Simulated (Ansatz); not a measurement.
**Geometry relaxation, with input and output: Cu (part 2 of 2)**

Cu (slab, 3 atoms in the cell); DFT r2SCAN, scalar-relativistic, plane waves, PAW, no spin polarisation (Ansatz 0.2.0); cutoff 500 eV, 12×12×1 k-mesh, Gaussian smearing of 0.1 eV. The structure derives from a Materials Project entry. The input holds or restrains some coordinates. Forces given for the steps count only the free coordinates. It belongs to a series of runs on one base structure; here: clean slab, lower half held.

Geometry of the input (Å; fractional positions):
```
2.5305  0.0000  0.0000
-1.2653  2.1915  0.0000
0.0000  0.0000  21.1299
Cu 0.3333  0.6667  0.4023
Cu 0.6667  0.3333  0.5000
Cu 0.3333  0.6667  0.5977
```

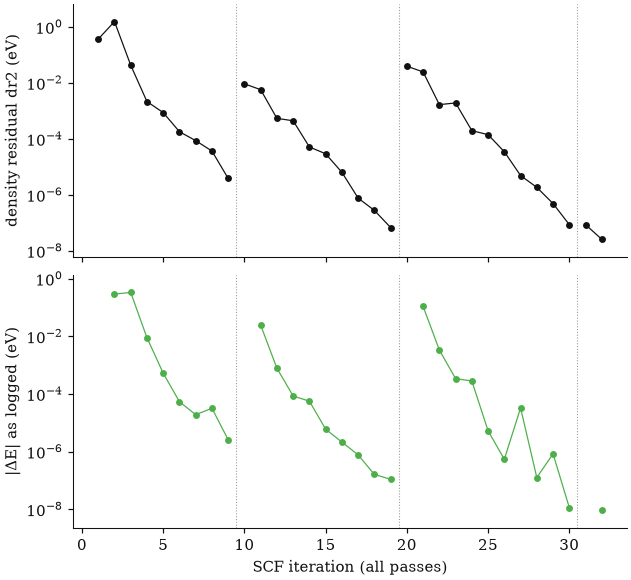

Figure 1. Convergence of the self-consistent field: density residual dr2 and size of the energy change against the SCF iteration. Dotted lines part the SCF passes that the log prints in full.

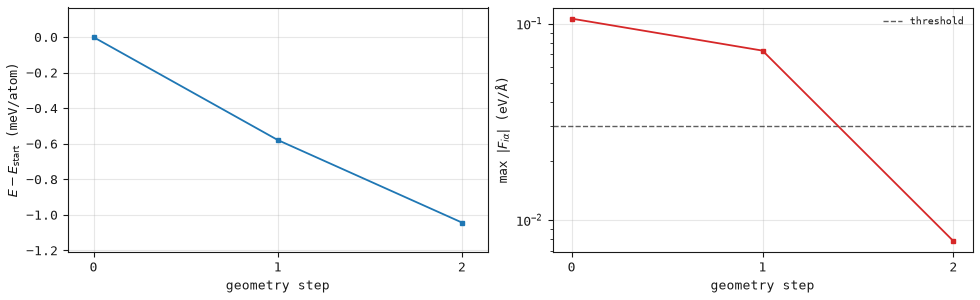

Figure 2. Progress of the restrained relaxation, step by step (the first geometry is step 0 here and step 1 in the log).

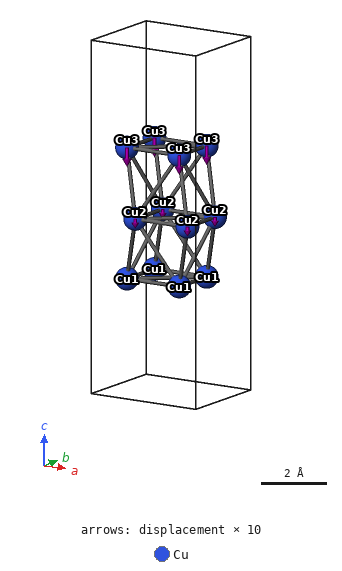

Figure 3. The starting structure with the displacements as pink arrows, magnified 10 times (ball-and-stick view of the 2 × 2 repeat of the cell, with the vacuum cut short, seen slightly off an axis). The energy falls by 1.0 meV per atom in 2 geometry steps. Largest force component: 0.11 eV/Å at the start, 0.0078 eV/Å at the end. The largest move is that of Cu3, 0.061 Å. The cell stays as it was. Distances before and after: Cu1–Cu2 2.530 → 2.505 Å. (Atoms are counted from 1 in the order of the input.)

```
WARN: The output density's exchange-correlation potential varies sharply where the density is thin. Do not read a vacuum level from v_tot or v_xc, or from such a field of the output density. On a cell that repeats whose density bears no net charge and no dipole along the vacuum's axis use v_es (v_loc + v_h of the components); under efield.dipole_correction with no amplitude use v_es + v_field, which holds any external_charges[].barrier, or the levels of the report's work_function block, which leave it out; under a non-zero efield.amplitude the vacuum is tilted and has no level; on a cell that repeats and bears such a dipole with no correction it is tilted too, and efield.dipole_correction with no amplitude gives each side of its ramp a level where efield: is served; in a cell that repeats whose density bears a net charge (total_charge, or a fill off its count) it is curved and has none; of a slab under crystal.periodic whose density bears no net charge use v_es, which has a level on each side, short of where the two are joined; of another it falls or rises all the way out and has none; of a slab beside external_charges read slab_vacuum_level instead, which it has where they leave it neutral. The grid or the basis barely resolves most such structure, and the values can differ between equally converged runs; as a rule a tighter scf.convergence.dr2_threshold does not remove it. Where the density itself ripples (under the LDA too) a higher basis.ecutwfc lessens it. The files hold the spikes' plane waves up to the density's cutoff. Files: v_tot_of_output_density and the like, and their columns of v_z.tsv (output.write_potential); v_xc_of_output_density and the like, and their columns of v_comp_z.tsv (output.write_potential_components). Measured: with its Gaussian average of σ = 0.25 Å subtracted twice, the exchange-correlation potential is over 0.1 eV at 1422 of the grid points where the equally averaged density (valence and model cores) is under 1e-3 e/Å³, and 0.406 eV at the most among them, at an averaged density of 5.1e-9 e/Å³. The input density's (outcome.potential() and, of a run that writes arrays, v_tot and v_xc) is over 0.1 eV, so measured, at 724 points of its own thin density, 0.624 eV at the most. See output.write_potential in the manual, Limitations
SCF converged after 2 iterations
Free energy (F): -19892.577482 eV
Harris-Foulkes:  -19892.577482 eV  (|F-HF|=7.12e-9)
Internal energy: -19892.561521 eV  (E = F + TS)
E sigma→0 (E₀):  -19892.569502 eV
Entropy (-TS):   -0.015961 eV (-5.320 meV/atom)
Fermi energy:    1.713777 eV
Dipole field:    D = 0.000047 V/Å  (p = 0.000030 e·Å, saw-weighted, corrected)
Work function:   Φ+ = 4.7806 eV   Φ− = 4.7816 eV
Levels:          The Fermi level and band energies are counted from a zero that moves with the ramp; work functions are not
--- Per-component energies (eV) ---
  E_band       = -1997.414424
  E_kinetic    = 898.790257
  E_local      = -109749.404796  (includes V_loc(G=0)·N_el)
  E_nonlocal   = 1190.122181
  E_hartree    = 53743.999114
  E_xc         = -249.275160
  E_vxc        = -371.145778  (∫ρ·V_xc dr)
  E_paw        = -5038.292645  (= ΣΔE_a)
  E_vpaw       = -1480.685623  (= ΣTr[D̂ρ^β])
  E_aug_tail   = 0.000452  (compensation charges beyond the density's cutoff)
  E_vtau       = 26.926030  (kinetic-family band-sum trace: ∫τ·v_τ [+ j·A + Jᵃ·Aᵃ] dr)
  E_efield     = 0.000000  (sawtooth field / dipole correction)
  E_vefield    = 0.000082  (∫n·V_field dr)
  E_ewald      = 39312.402400
  E_core_change = -0.903324  (= ΣΔE_core)
  E_smearing   = -0.015961  (= −TS)
  E_closure    = 0.000000  (closes the sum)
  Σ components = -19892.577482   (vs F -19892.577482, Δ=0.00e0)
--- Forces (eV/Å), atoms counted from 1 ---
  atom   1  Cu    -0.00000000     0.00000000    -0.00869902
  atom   2  Cu     0.00000000    -0.00000000     0.00057692
  atom   3  Cu     0.00000000     0.00000000     0.00819236
  max |Σ_I F_I| component: 7.03e-5 eV/Å
--- Band table (eV; the first three rows and the last of 19) ---
  k-point 0: bands = ["-114.8085", "-114.5032", "-114.5031", "-70.6335", "-70.5899", "-70.5899", "-70.3068", "-70.2993", "-70.2891", "-70.2891", "-70.2889", "-70.2889", "-7.5080", "-5.3596", "-3.8044", "-1.4704", "-1.4704", "-1.4411", "-1.3673", "-1.2177", "-1.2177", "-1.0358", "-1.0358", "-0.5948", "-0.5948", "-0.1302", "-0.1302", "-0.0055", "-0.0055", "0.1223", "1.6163", "6.1683", "6.6303", "7.0447", "8.5021"]
  k-point 1: bands = ["-114.8078", "-114.5025", "-114.5024", "-70.6325", "-70.5964", "-70.5915", "-70.3058", "-70.2992", "-70.2952", "-70.2951", "-70.2907", "-70.2904", "-7.2736", "-5.1406", "-3.6331", "-1.5619", "-1.5046", "-1.4337", "-1.3898", "-1.1945", "-1.1649", "-1.0732", "-0.9555", "-0.6267", "-0.6083", "-0.4217", "-0.2270", "-0.1443", "0.0038", "0.5605", "2.1554", "6.3684", "6.8544", "7.2470", "8.7226"]
  k-point 2: bands = ["-114.8058", "-114.5005", "-114.5004", "-70.6296", "-70.6141", "-70.5959", "-70.3126", "-70.3124", "-70.3033", "-70.2979", "-70.2950", "-70.2947", "-6.5917", "-4.5286", "-3.1870", "-1.7481", "-1.7470", "-1.5157", "-1.2479", "-1.1665", "-1.1032", "-1.0744", "-0.8762", "-0.7307", "-0.6296", "-0.5795", "-0.2598", "-0.1799", "0.0231", "1.2384", "3.3073", "6.9670", "7.5253", "7.8580", "9.3831"]
  k-point 18: bands = ["-114.7964", "-114.4911", "-114.4911", "-70.6585", "-70.6565", "-70.6162", "-70.3558", "-70.3555", "-70.3548", "-70.3528", "-70.2938", "-70.2917", "-2.5464", "-2.4506", "-2.3216", "-2.3099", "-2.1435", "-1.5263", "-1.2443", "-1.2051", "-1.1957", "-1.1685", "-0.7936", "-0.2731", "-0.1761", "-0.0876", "-0.0139", "5.6202", "5.6438", "6.1372", "6.7536", "7.6425", "9.2876", "10.3322", "10.5522"]
--- Relaxed structure (3 steps of the walk, 3 accepted, 0 SCFs on fresh bases) ---
  F+E_penalty+E_count = -19892.57748206 eV   max|allowed force component| = 7.820e-3 eV/Å
  atoms:
    - { symbol: Cu, position: [0.33333333333333326, 0.6666666666666665, 0.40227440159999994] }
    - { symbol: Cu, position: [0.6666666666666666, 0.33333333333333326, 0.498550435790769] }
    - { symbol: Cu, position: [0.33333333333333326, 0.6666666666666665, 0.5948325176077152] }
```

Trajectory as extended XYZ (Å, eV, eV/Å), 3 frames, from step=1 to step=3:
```
3
Lattice="2.5305 0.0000 0.0000 -1.2653 2.1915 0.0000 0.0000 0.0000 21.1299" Properties=species:S:1:pos:R:3:forces:R:3 step=1 energy=-19892.57435
Cu    0.0000    1.4610    8.5000    0.0000   0.0000   0.1063
Cu    1.2653    0.7305   10.5649    0.0000   0.0000   0.0000
Cu    0.0000    1.4610   12.6299    0.0000   0.0000  -0.1062
3
Lattice="2.5305 0.0000 0.0000 -1.2653 2.1915 0.0000 0.0000 0.0000 21.1299" Properties=species:S:1:pos:R:3:forces:R:3 step=2 energy=-19892.57609
Cu    0.0000    1.4610    8.5000    0.0000   0.0000   0.0732
Cu    1.2653    0.7305   10.5554    0.0000   0.0000  -0.0004
Cu    0.0000    1.4610   12.6106    0.0000   0.0000  -0.0730
3
Lattice="2.5305 0.0000 0.0000 -1.2653 2.1915 0.0000 0.0000 0.0000 21.1299" Properties=species:S:1:pos:R:3:forces:R:3 step=3 energy=-19892.57748
Cu    0.0000    1.4610    8.5000    0.0000   0.0000  -0.0087
Cu    1.2653    0.7305   10.5343    0.0000   0.0000   0.0004
Cu    0.0000    1.4610   12.5687    0.0000   0.0000   0.0078
```

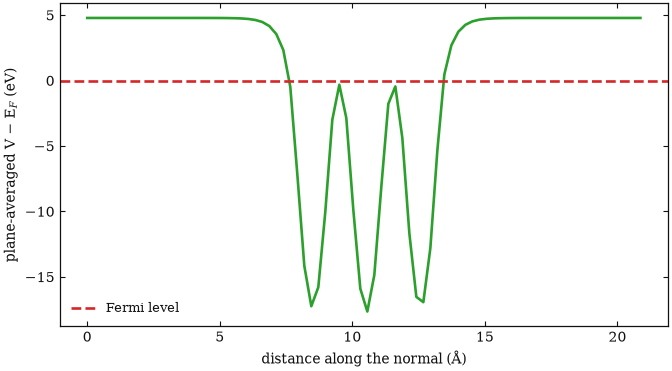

Figure 4. Plane average of the electrostatic potential energy of an electron across the cell, from the Fermi level. The vacuum level lies 4.78 eV above the Fermi level.

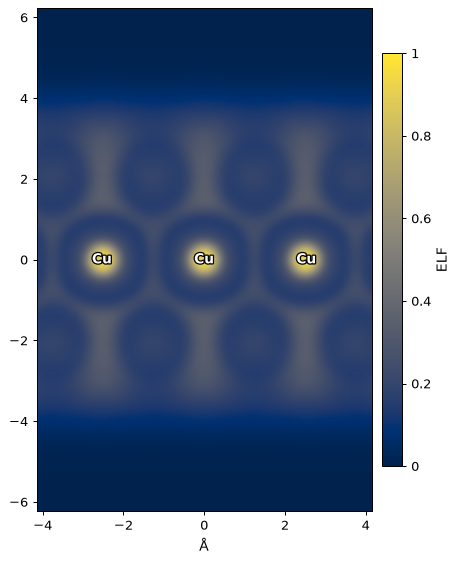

Figure 5. ELF on the (100) plane of the calculation cell, a cut from vacuum to vacuum. Atoms in the plane: Cu. Cu–Cu (2.53 Å): the ELF is about 0.20 at the midpoint; no shared electron pair. The strong features right at Cu lie inside the PAW spheres (semicore, d or f shells) and say nothing about bonding. The fields are those of the smooth PAW valence density.

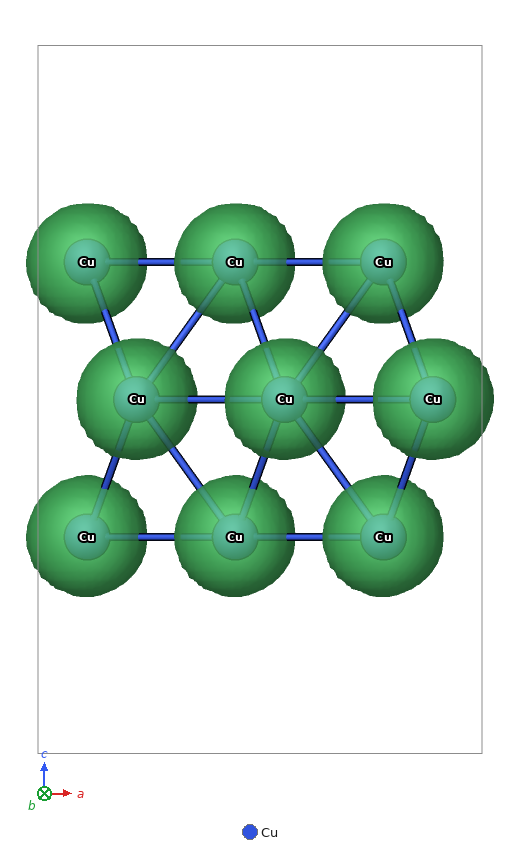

Figure 6. Isosurface of the valence electron density at 0.6 e/Å³ (green), seen along the b axis. Sticks mark near contacts. At this value the density breaks into separate islands; it holds about 85 % of the electrons treated as valence (semicore included). It is pinched off along the Cu–Cu (2.50 Å) contacts. On the grid the lowest density along these lines, outside the cores, is 0.29 e/Å³ (Cu–Cu, 2.50 Å).

Results in brief:

| quantity | value |
| --- | --- |
| outcome | converged under the restraints of the input |
| electrons treated | 57 |
| free energy | −19892.5775 eV |
| work function, top face | 4.78 eV |
| work function, bottom face | 4.78 eV |
| Fermi energy | 1.714 eV |
| gap on the k-point mesh | none (metallic) |
| final volume | 117.18 Å³ |
| work function (upper face) | 4.78 eV |
| largest force (length of the vector) at the end, held atoms and coordinates included | 0.009 eV/Å |
| hardware | 2 threads of Arm Neoverse V2, 24 GiB of memory available, shared host |
| wall time | 32 s (CPU time 63 s) |
| peak memory | 0.63 GiB |

Remarks:

The program warns: the exchange-correlation potential is rough where the density is thin.
